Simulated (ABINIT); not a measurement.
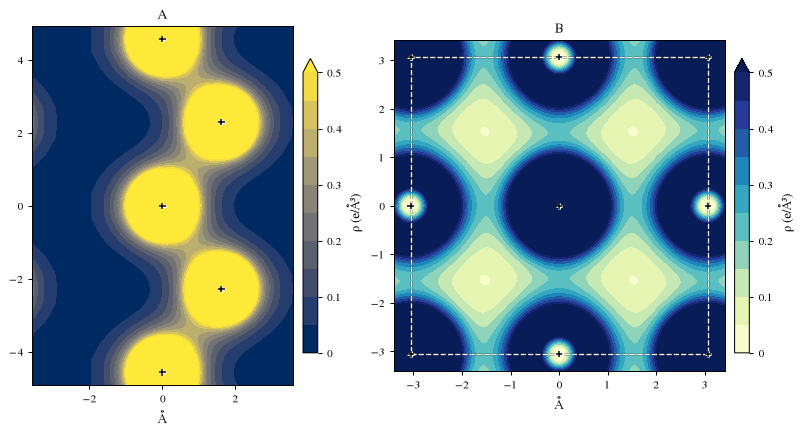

The valence electron density of 2 systems, each on a plane through atoms (crosses mark nuclei in the plane).

Theory: Kohn-Sham DFT of a periodic cell, LDA, JTH PAW LDA v2.0 (ABINIT 10.8.3).

System 1: PbSe, the (001) plane of the conventional cell. Space group Fm-3m; computed pressure about −3 GPa in this cell.

System 2: Sn, the (110) plane of the conventional cell. Space group Fd-3m.

```yaml
crystal:
  lattice:
    - [6.46669, 0.00000, 0.00000]
    - [0.00000, 6.46669, 0.00000]
    - [0.00000, 0.00000, 6.46669]
  atoms:
    - { symbol: Sn, position: [0.25000, 0.25000, 0.25000] }
    - { symbol: Sn, position: [0.75000, 0.75000, 0.25000] }
    - { symbol: Sn, position: [0.75000, 0.25000, 0.75000] }
    - { symbol: Sn, position: [0.25000, 0.75000, 0.75000] }
    - { symbol: Sn, position: [0.00000, 0.00000, 0.00000] }
    - { symbol: Sn, position: [0.50000, 0.50000, 0.00000] }
    - { symbol: Sn, position: [0.50000, 0.00000, 0.50000] }
    - { symbol: Sn, position: [0.00000, 0.50000, 0.50000] }
```

Which map belongs to which system?

Answer. Panel A is system 2, Sn: the plane holds Sn. Sn–Sn (2.80 Å): ρ is about 0.37 e/Å³ halfway. Panel B is system 1, PbSe: the plane holds Pb and Se. Pb–Se (3.06 Å): the density is about 0.21 e/Å³ at the midpoint.
